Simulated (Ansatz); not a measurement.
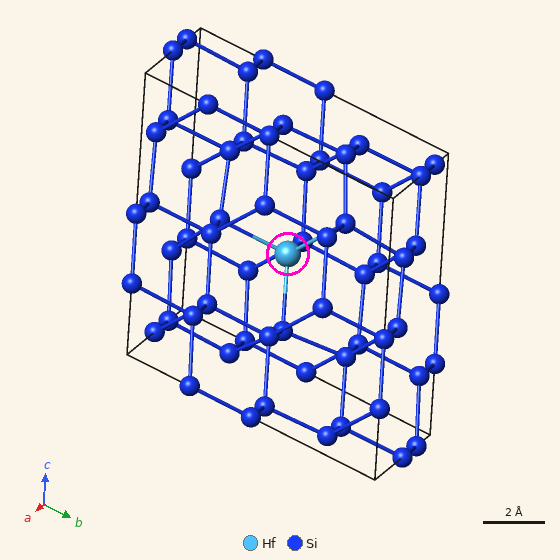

Shown here is a ball-and-stick view of the crystal, taken slightly off an axis. Atoms at the boundary of the supercell (the box) are drawn once for each face, edge or corner they touch. The host is Si, in a cell of 32 sites, and the cell is neutral. A ring marks the defect's site.

Question: Spot the defect.

Answer: Hafnium on a silicon site (a substitutional impurity). It is bonded to four Si in a tetrahedral arrangement at about 2.6 Å.

The atoms were relaxed in the host's cell with DFT PBE, scalar-relativistic, plane waves, PAW (Ansatz 0.2.0).
